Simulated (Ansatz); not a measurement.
## Geometry relaxation of Zn12HO12 (part 4 of 4)

Zn12HO12 (slab, 25 atoms in the cell); DFT PBE+D3(BJ), scalar-relativistic, plane waves, PAW, spin-polarised (Ansatz 0.2.0); cutoff 420 eV, 4×5×1 k-mesh, Gaussian smearing of 0.05 eV, collinear spins. The structure derives from an entry of the Crystallography Open Database. The input holds or restrains some coordinates.

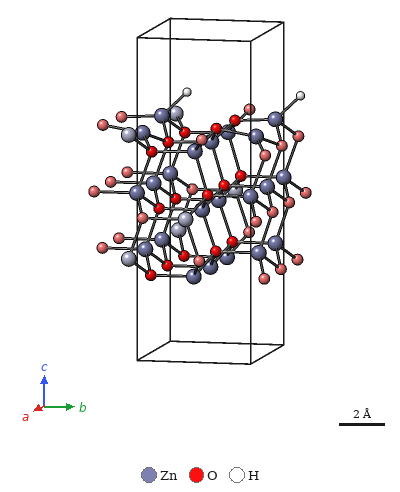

*The geometry at step 10 of the log (ball-and-stick view of the cell of the calculation, with the vacuum cut short, seen slightly off an axis; neighbours outside the cell are drawn fainter).*

**Log, continued**
```
  k-point 0 ↑: bands = ["-19.6107", "-19.3340", "-19.2871", "-19.0214", "-18.9460", "-18.8010", "-18.7591", "-18.6654", "-18.5027", "-18.1168", "-17.8490", "-17.6749", "-7.8878", "-7.7151", "-7.6866", "-7.5477", "-7.4808", "-7.4372", "-7.4092", "-7.3882", "-7.3635", "-7.3170", "-7.2757", "-7.2501", "-7.2258", "-7.1793", "-7.1732", "-7.1532", "-7.1213", "-7.0961", "-7.0453", "-6.9943", "-6.9383", "-6.9279", "-6.8975", "-6.8590", "-6.8354", "-6.8172", "-6.8034", "-6.7805", "-6.7782", "-6.7031", "-6.6400", "-6.6339", "-6.5134", "-6.4611", "-6.4166", "-6.3805", "-6.3725", "-6.3439", "-6.3165", "-6.2957", "-6.2721", "-6.2372", "-6.1693", "-6.1554", "-6.1434", "-6.1204", "-6.1109", "-6.0974", "-6.0475", "-6.0120", "-5.9705", "-5.9606", "-5.8270", "-5.7719", "-5.7533", "-5.7465", "-5.7254", "-5.7166", "-5.6694", "-5.6608", "-5.6482", "-5.6078", "-5.4636", "-5.4173", "-5.3641", "-5.2686", "-5.0963", "-4.7733", "-4.6935", "-4.6837", "-4.4859", "-4.4288", "-4.3755", "-4.2643", "-4.1451", "-4.0200", "-3.6697", "-3.6092", "-3.4474", "-3.3346", "-3.1931", "-2.9804", "-2.9596", "-2.8768", "-2.6494", "-2.6332", "-2.4756", "-2.4455", "-2.1825", "-2.1402", "-2.1274", "-2.0733", "-1.9868", "-1.7442", "-1.6557", "-1.5856", "-1.4370", "-0.4940", "0.9352", "2.0039", "2.3575", "3.4249", "3.7679", "4.1265", "4.2092", "4.3515", "4.3936", "4.7783", "4.8467", "5.0519", "5.3511", "5.4960", "5.7661", "5.8217", "6.0267", "6.1822", "6.2011", "6.2336", "6.3131", "6.5156", "6.6890", "6.7803"]
  k-point 1 ↑: bands = ["-19.5755", "-19.3008", "-19.2763", "-19.0058", "-18.9289", "-18.8216", "-18.7945", "-18.6770", "-18.5203", "-18.1214", "-17.8595", "-17.6706", "-7.9141", "-7.7142", "-7.6953", "-7.6092", "-7.5524", "-7.5313", "-7.4632", "-7.4293", "-7.4203", "-7.3379", "-7.3281", "-7.2892", "-7.2540", "-7.2123", "-7.1871", "-7.1576", "-7.1549", "-7.1498", "-7.0777", "-7.0159", "-6.9960", "-6.9773", "-6.9533", "-6.9214", "-6.8939", "-6.8837", "-6.8467", "-6.8365", "-6.7610", "-6.7147", "-6.6979", "-6.6395", "-6.6173", "-6.5147", "-6.4852", "-6.4793", "-6.4361", "-6.3853", "-6.3690", "-6.3600", "-6.2962", "-6.2818", "-6.1881", "-6.1611", "-6.1397", "-6.1300", "-6.0823", "-6.0178", "-6.0087", "-5.9861", "-5.9709", "-5.9210", "-5.8415", "-5.7897", "-5.7669", "-5.7595", "-5.7513", "-5.7249", "-5.6634", "-5.6290", "-5.4515", "-5.4141", "-5.3928", "-5.2923", "-5.2229", "-5.1368", "-5.0707", "-4.8545", "-4.8291", "-4.5133", "-4.2428", "-4.1721", "-4.0325", "-4.0022", "-3.9216", "-3.8554", "-3.5345", "-3.5048", "-3.3753", "-3.2776", "-3.0926", "-2.8766", "-2.8310", "-2.8153", "-2.7498", "-2.5990", "-2.5652", "-2.5513", "-2.4158", "-2.2259", "-2.1283", "-2.1215", "-1.9993", "-1.8060", "-1.7349", "-1.6676", "-1.5154", "-0.0155", "1.2462", "2.0930", "2.4879", "3.4834", "3.6851", "3.9447", "4.1261", "4.2710", "4.2744", "4.5895", "4.7571", "4.9669", "5.1961", "5.3052", "5.4399", "5.7189", "5.7804", "6.1113", "6.3636", "6.4143", "6.4382", "6.6984", "6.7953", "7.0110"]
  k-point 2 ↑: bands = ["-19.5133", "-19.2583", "-19.2247", "-18.9772", "-18.9242", "-18.8968", "-18.8100", "-18.7003", "-18.5538", "-18.1277", "-17.8769", "-17.6637", "-7.9629", "-7.7169", "-7.7126", "-7.7109", "-7.6949", "-7.6292", "-7.5748", "-7.5422", "-7.5317", "-7.4388", "-7.4044", "-7.3564", "-7.3244", "-7.2968", "-7.2301", "-7.2255", "-7.1974", "-7.1273", "-7.0909", "-7.0623", "-7.0346", "-7.0221", "-6.9708", "-6.9684", "-6.9278", "-6.9264", "-6.8854", "-6.8784", "-6.7899", "-6.7629", "-6.7590", "-6.7018", "-6.6689", "-6.5982", "-6.5951", "-6.5751", "-6.4869", "-6.4416", "-6.3898", "-6.3868", "-6.3611", "-6.3077", "-6.2052", "-6.1568", "-6.1243", "-6.0998", "-6.0276", "-6.0274", "-5.9660", "-5.9344", "-5.9181", "-5.8769", "-5.8757", "-5.8249", "-5.7783", "-5.7656", "-5.7380", "-5.7295", "-5.6851", "-5.6345", "-5.3738", "-5.3451", "-5.2973", "-5.2508", "-5.1407", "-5.0291", "-5.0269", "-4.8814", "-4.4028", "-4.3038", "-3.9172", "-3.8396", "-3.5931", "-3.4794", "-3.3554", "-3.3142", "-3.2651", "-3.2568", "-3.2529", "-3.1169", "-3.0737", "-2.9588", "-2.9241", "-2.8496", "-2.7886", "-2.7200", "-2.6677", "-2.5559", "-2.4383", "-2.4163", "-2.4034", "-2.1808", "-2.1449", "-1.8815", "-1.8383", "-1.7794", "-1.6667", "0.6835", "2.0078", "2.3360", "2.8681", "2.9925", "3.5282", "3.7251", "3.9643", "4.1139", "4.3239", "4.3293", "4.7394", "4.7553", "4.8274", "5.1480", "5.3320", "5.4512", "5.5992", "5.7135", "6.3223", "6.4228", "6.5581", "6.5997", "6.7217", "6.9923"]
  k-point 10 ↓: bands = ["-19.3845", "-19.3806", "-19.0200", "-18.9984", "-18.8394", "-18.8132", "-18.7731", "-18.7651", "-18.2113", "-18.1282", "-17.7523", "-17.7518", "-7.8013", "-7.7991", "-7.6772", "-7.6711", "-7.6281", "-7.6246", "-7.5511", "-7.4867", "-7.4820", "-7.4515", "-7.3466", "-7.3145", "-7.2877", "-7.2518", "-7.2226", "-7.2211", "-7.1846", "-7.1093", "-7.0912", "-7.0610", "-7.0403", "-6.9975", "-6.9882", "-6.9636", "-6.9415", "-6.9364", "-6.8886", "-6.8461", "-6.7982", "-6.7864", "-6.7211", "-6.6970", "-6.6513", "-6.6405", "-6.6319", "-6.6018", "-6.4747", "-6.4719", "-6.3091", "-6.3056", "-6.2143", "-6.2036", "-6.1675", "-6.1489", "-6.0705", "-6.0641", "-6.0466", "-6.0263", "-5.9811", "-5.9753", "-5.9526", "-5.9419", "-5.9194", "-5.9007", "-5.8459", "-5.8417", "-5.7320", "-5.7164", "-5.6318", "-5.6290", "-5.1399", "-5.1028", "-4.9297", "-4.8951", "-4.6792", "-4.6470", "-4.5108", "-4.4792", "-4.3782", "-4.3564", "-4.0122", "-3.9725", "-3.8961", "-3.8248", "-3.5492", "-3.5190", "-3.2368", "-3.2142", "-3.1535", "-3.1117", "-3.0660", "-3.0557", "-2.9400", "-2.9292", "-2.6355", "-2.6188", "-2.5982", "-2.5829", "-2.4900", "-2.4692", "-2.3807", "-2.3286", "-2.0870", "-1.9734", "-1.9609", "-1.9590", "-1.4636", "1.3237", "1.3253", "2.6014", "3.0771", "3.2082", "3.8780", "3.9477", "4.2078", "4.2173", "4.5573", "4.6445", "5.1066", "5.1930", "5.2859", "5.4344", "5.6031", "5.7335", "6.2063", "6.2353", "6.2977", "6.4451", "6.5064", "6.5314", "6.9747", "6.9814"]
--- Relaxed structure (14 steps of the walk, 13 accepted, 0 SCFs on fresh bases) ---
  F+E_penalty+E_count = -46656.10114568 eV   max|allowed force component| = 1.767e-2 eV/Å
  atoms:
    - { symbol: Zn, position: [0.5, 0.4999331028, 0.33232768079999997] }
    - { symbol: Zn, position: [0.0, 0.4999331028, 0.33232768079999997] }
    - { symbol: O, position: [0.5, 0.12105689719999999, 0.33232768079999997] }
    - { symbol: O, position: [0.0, 0.12105689719999999, 0.33232768079999997] }
    - { symbol: Zn, position: [0.75, 0.9999331028, 0.36906337939999995] }
    - { symbol: Zn, position: [0.25, 0.9999331028, 0.36906337939999995] }
    - { symbol: O, position: [0.75, 0.6210568971999999, 0.36906337939999995] }
    - { symbol: O, position: [0.25, 0.6210568971999999, 0.36906337939999995] }
    - { symbol: Zn, position: [0.75, 0.4999331028, 0.44253477649999995] }
    - { symbol: Zn, position: [0.25, 0.4999331028, 0.44253477649999995] }
    - { symbol: O, position: [0.75, 0.12105689719999999, 0.44253477649999995] }
    - { symbol: O, position: [0.25, 0.12105689719999999, 0.44253477649999995] }
    - { symbol: Zn, position: [0.002176814438078629, 0.9997763569927783, 0.4785251315751891] }
    - { symbol: Zn, position: [0.49775894935258375, 0.9998242777448819, 0.47857676717752246] }
    - { symbol: O, position: [-0.0003441400831578716, 0.6222095726755004, 0.4774437037057256] }
    - { symbol: O, position: [0.5003226319685128, 0.6221972990997743, 0.4774697105205424] }
    - { symbol: Zn, position: [-0.001575828461970296, 0.507750618079731, 0.5547916154358911] }
    - { symbol: Zn, position: [0.5007834186262267, 0.5075854510034788, 0.5548223836931535] }
    - { symbol: O, position: [0.0015721087095717872, 0.13067419046237727, 0.5519176665133885] }
    - { symbol: O, position: [0.4971577136471007, 0.13051423213589916, 0.5520352266211648] }
    - { symbol: Zn, position: [0.2492448548660865, 1.003284269764179, 0.593056138268419] }
    - { symbol: Zn, position: [0.7495095662365514, 0.9782080560994767, 0.576117717610315] }
    - { symbol: O, position: [0.24960936044254484, 0.6508417122451314, 0.5803724808559996] }
    - { symbol: O, position: [0.7495870445984004, 0.6268952616153104, 0.5872057898813374] }
    - { symbol: H, position: [0.24729340129616223, 0.16549770267619984, 0.6446426573207108] }
--- Löwdin populations: 25 sites ---
  site symbol       q [e]    m [muB]
     0     Zn     10.6329     0.0006
     1     Zn     10.6329     0.0006
     2      O      7.2036     0.0148
     3      O      7.2037     0.0147
     4     Zn     10.5676     0.0031
     5     Zn     10.5682     0.0022
     6      O      7.2283     0.0031
     7      O      7.2284     0.0026
     8     Zn     10.5681     0.0025
     9     Zn     10.5675     0.0015
    10      O      7.2379     0.0250
    11      O      7.2467     0.0118
    12     Zn     10.5751     0.0052
    13     Zn     10.5756     0.0050
    14      O      7.2377     0.0252
    15      O      7.2376     0.0251
    16     Zn     10.5382     0.0111
    17     Zn     10.5381     0.0111
    18      O      7.2228     0.0719
    19      O      7.2233     0.0700
    20     Zn     10.5994     0.0598
    21     Zn     10.5869     0.0008
    22      O      7.1473     0.2405
    23      O      7.2221     0.0174
    24      H      1.3074     0.2887
  spilling = 0.009691 (of n_electrons = 217.000000)
```

**Trajectory as extended XYZ (Å, eV, eV/Å), 4 of the 14 frames kept, from step=1 to step=14**
```
25
Lattice="6.5097 0.0000 0.0000 0.0000 5.2561 0.0000 0.0000 0.0000 25.5772" Properties=species:S:1:pos:R:3:forces:R:3 step=1 energy=-46655.01353
Zn    3.2549    2.6277    8.5000    0.0016  -1.3328   1.0694
Zn    0.0000    2.6277    8.5000   -0.0017  -1.3312   1.0724
O     3.2549    0.6363    8.5000   -0.0023   0.6969   0.1792
O     0.0000    0.6363    8.5000    0.0004   0.6964   0.1830
Zn    4.8823    5.2558    9.4396    0.0013   0.6515  -0.9370
Zn    1.6274    5.2558    9.4396   -0.0017   0.6514  -0.9435
O     4.8823    3.2644    9.4396   -0.0057   0.0650  -0.8918
O     1.6274    3.2644    9.4396    0.0060   0.0629  -0.8853
Zn    4.8823    2.6277   11.3188    0.0528  -0.1615   0.2003
Zn    1.6274    2.6277   11.3188   -0.0553  -0.1536   0.1848
O     4.8823    0.6363   11.3188   -0.0737   0.0512   0.3333
O     1.6274    0.6363   11.3188    0.0653   0.0342   0.3659
Zn    0.0000    5.2340   12.1921   -0.0320   0.0019  -0.0482
Zn    3.2549    5.2340   12.1921    0.0057  -0.0910  -0.5075
O     0.0000    3.2512   12.2418    0.0266   0.0009   0.1006
O     3.2549    3.2512   12.2418   -0.0200   0.0229   0.2297
Zn    0.0000    2.6164   14.2219   -0.1198  -0.0833  -0.1154
Zn    3.2549    2.6164   14.2219    0.5128   0.9329  -0.3108
O     0.0000    0.6296   14.1312   -0.5403  -0.0401  -0.2780
O     3.2549    0.6296   14.1312    1.1478   0.0385  -0.6455
Zn    1.6274    5.0505   14.7399   -1.3386  -1.9100   0.8136
Zn    4.8823    5.0505   14.7399    0.5093  -0.2233   0.1613
O     1.6274    3.2195   15.0620   -0.0184   0.2050  -0.0683
O     4.8823    3.2195   15.0620   -0.1414  -0.0134  -0.0335
H     2.1699    1.2145   14.9220    0.0213   1.2290   0.7710
25
Lattice="6.5097 0.0000 0.0000 0.0000 5.2561 0.0000 0.0000 0.0000 25.5772" Properties=species:S:1:pos:R:3:forces:R:3 step=5 energy=-46655.81928
Zn    3.2549    2.6277    8.5000    0.0029  -1.3373   1.1251
Zn    0.0000    2.6277    8.5000   -0.0034  -1.3378   1.1280
O     3.2549    0.6363    8.5000   -0.0002   0.7107   0.1361
O     0.0000    0.6363    8.5000   -0.0008   0.7091   0.1350
Zn    4.8823    5.2558    9.4396    0.0067   0.6733  -0.8260
Zn    1.6274    5.2558    9.4396   -0.0065   0.6724  -0.8443
O     4.8823    3.2644    9.4396    0.0010   0.0676  -0.9786
O     1.6274    3.2644    9.4396    0.0025   0.0662  -0.9669
Zn    4.8823    2.6277   11.3188    0.0555  -0.2059   0.2362
Zn    1.6274    2.6277   11.3188   -0.0306  -0.1881   0.2704
O     4.8823    0.6363   11.3188    0.0725   0.0306   0.2051
O     1.6274    0.6363   11.3188   -0.0738   0.0736   0.1506
Zn    0.0071    5.2268   12.2028   -0.0079  -0.0131  -0.0317
Zn    3.2466    5.2464   12.1854    0.0225   0.0065   0.1420
O     0.0004    3.2417   12.2422    0.0020   0.0059  -0.0192
O     3.2570    3.2624   12.2294   -0.0036  -0.0056  -0.1074
Zn    0.0058    2.5805   14.1989   -0.0643   0.0614  -0.0107
Zn    3.3046    2.6638   14.1595   -0.0103  -0.2609   0.0710
O    -0.0006    0.6016   14.1071    0.1158  -0.0497   0.0816
O     3.2972    0.6321   14.1003   -0.0088  -0.1372  -0.1584
Zn    1.5971    5.0946   15.0111    0.3890   0.3935  -0.0700
Zn    4.9005    5.0479   14.7668   -0.1534  -0.0129  -0.0630
O     1.6433    3.2254   15.0047    0.0076   0.0389  -0.0082
O     4.9080    3.2112   15.0762    0.0423   0.0144  -0.0260
H     2.0622    1.3535   15.5788   -0.3571   0.0217   0.4251
25
Lattice="6.5097 0.0000 0.0000 0.0000 5.2561 0.0000 0.0000 0.0000 25.5772" Properties=species:S:1:pos:R:3:forces:R:3 step=10 energy=-46656.06474
Zn    3.2549    2.6277    8.5000   -0.0008  -1.3139   1.1471
Zn    0.0000    2.6277    8.5000    0.0008  -1.3140   1.1468
O     3.2549    0.6363    8.5000    0.0058   0.7034   0.1251
O     0.0000    0.6363    8.5000   -0.0057   0.7037   0.1249
Zn    4.8823    5.2558    9.4396    0.0000   0.6614  -0.7518
Zn    1.6274    5.2558    9.4396   -0.0001   0.6587  -0.7593
O     4.8823    3.2644    9.4396   -0.0003   0.0692  -1.0307
O     1.6274    3.2644    9.4396   -0.0001   0.0669  -1.0355
Zn    4.8823    2.6277   11.3188   -0.0075  -0.1608   0.3233
Zn    1.6274    2.6277   11.3188    0.0023  -0.1550   0.3103
O     4.8823    0.6363   11.3188   -0.0034   0.0280   0.2639
O     1.6274    0.6363   11.3188    0.0017   0.0971   0.1246
Zn    0.0113    5.2535   12.2221   -0.0037  -0.0076   0.0396
Zn    3.2434    5.2511   12.2227    0.0022  -0.0046   0.0262
O     0.0006    3.2677   12.2234   -0.0040   0.0094  -0.0079
O     3.2537    3.2661   12.2247    0.0082   0.0072  -0.0045
Zn   -0.0035    2.6758   14.1961    0.0447  -0.0228   0.0735
Zn    3.2540    2.6720   14.2008   -0.0368  -0.0081   0.0552
O     0.0078    0.6801   14.1173   -0.0656   0.0121  -0.1170
O     3.2444    0.6778   14.1151    0.0367   0.0216  -0.0784
Zn    1.6249    5.2510   15.0805    0.0007   0.0806   0.1667
Zn    4.8800    5.1267   14.7352    0.0117   0.0070   0.0017
O     1.6255    3.3836   14.9677    0.0018  -0.0750  -0.1691
O     4.8809    3.2873   15.0338   -0.0032  -0.0296  -0.0178
H     1.6047    1.1559   16.1883    0.0145  -0.0346   0.0430
25
Lattice="6.5097 0.0000 0.0000 0.0000 5.2561 0.0000 0.0000 0.0000 25.5772" Properties=species:S:1:pos:R:3:forces:R:3 step=14 energy=-46656.10115
Zn    3.2549    2.6277    8.5000    0.0026  -1.2978   1.1599
Zn    0.0000    2.6277    8.5000   -0.0026  -1.2978   1.1599
O     3.2549    0.6363    8.5000    0.0031   0.7011   0.1057
O     0.0000    0.6363    8.5000   -0.0031   0.7010   0.1059
Zn    4.8823    5.2558    9.4396   -0.0006   0.6593  -0.6723
Zn    1.6274    5.2558    9.4396    0.0004   0.6575  -0.6899
O     4.8823    3.2644    9.4396   -0.0002   0.0710  -1.0846
O     1.6274    3.2644    9.4396    0.0001   0.0685  -1.0750
Zn    4.8823    2.6277   11.3188   -0.0029  -0.1958   0.3070
Zn    1.6274    2.6277   11.3188    0.0011  -0.1583   0.3347
O     4.8823    0.6363   11.3188   -0.0074   0.0042   0.2531
O     1.6274    0.6363   11.3188    0.0006   0.0901   0.0903
Zn    0.0142    5.2550   12.2393    0.0017   0.0061   0.0021
Zn    3.2403    5.2552   12.2406   -0.0018   0.0064   0.0022
O    -0.0022    3.2704   12.2117    0.0000   0.0027  -0.0028
O     3.2570    3.2703   12.2123   -0.0010   0.0023  -0.0040
Zn   -0.0103    2.6688   14.1900   -0.0078  -0.0166   0.0003
Zn    3.2600    2.6679   14.1908    0.0068  -0.0147  -0.0013
O     0.0102    0.6868   14.1165    0.0064  -0.0023   0.0026
O     3.2363    0.6860   14.1195   -0.0001  -0.0013  -0.0009
Zn    1.6225    5.2734   15.1687   -0.0011  -0.0007  -0.0017
Zn    4.8791    5.1416   14.7355   -0.0022   0.0033   0.0037
O     1.6249    3.4209   14.8443   -0.0004   0.0177   0.0119
O     4.8796    3.2950   15.0191    0.0035   0.0007  -0.0050
H     1.6098    0.8699   16.4881    0.0052  -0.0063  -0.0017
```

**Key numbers**

```csv
quantity,value
outcome,converged under the restraints of the input
electrons treated,217
free energy,−46656.1011 eV
"work function, top face",6.32 eV
"work function, bottom face",5.12 eV
Fermi energy,−1.466 eV
gap on the k-point mesh,none (metallic)
net moment of the cell,0.90 μB
integrated absolute moment,0.98 μB
final volume,875.14 Å³
work function (upper face),6.32 eV
"largest force (length of the vector) at the end, held atoms and coordinates included",1.741 eV/Å
hardware,"8 threads of Intel Xeon (Sapphire Rapids), 64 GiB of memory available, shared host"
wall time,16 min (CPU time 1.7 h)
peak memory,5.1 GiB
```

**Notes**

Warnings of the run: the exchange-correlation potential is rough where the density is thin.
